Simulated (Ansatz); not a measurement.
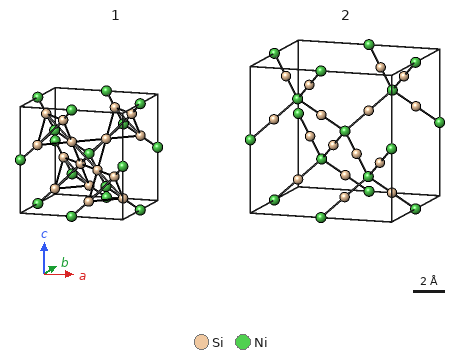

Two geometries of crystalline Si$_{2}$Ni (a generated structure, set up in Fd-3m) (coarse preliminary run), drawn at one scale. One is the start of a relaxation, the other its converged end. The picture is a ball-and-stick view of the conventional cell (4 times the calculation's cell), seen slightly off an axis. Lengths and directions refer to the drawn axes.

All numbers below come from Ansatz, DFT PBE, scalar-relativistic, plane waves, PAW. (plane-wave cutoff 420 eV; k-point mesh 4 × 4 × 4; occupations gaussian; smearing width 0.1 eV; collinear spin; cell and atoms relaxed; force threshold 0.04 eV/Å; at most 70 steps)

**Which one is relaxed?**

Structure 2 is the relaxed one. The atoms keep their places relative to the cell (all moves are under 0.005 Å). Cell: a = b = c 7.006 → 9.656 Å (+37.8 %). Volume +161.9 %. Some distances before and after: Si–Si 2.477 → 3.414 Å, Ni–Si 1.517 → 2.091 Å. The space group stays Fd-3m (No. 227). The energy falls by 8569 meV per atom in 11 accepted moves (14 points after the start). All forces vanish by symmetry, so only the cell relaxes. The pressure goes from 256.08 to 0.05 GPa. The SCF was repeated 3 times at an unchanged geometry on a basis and grid sized afresh for the cell, which shifted the energy by 543 meV per atom at most. The program noted that the starting moments weren't kept. The run took 3.9 min on 1 thread of Intel(R) Xeon(R) Processor @ 2.50GHz (Skylake/Cascade Lake) (shared host), peak memory 0.57 GiB.
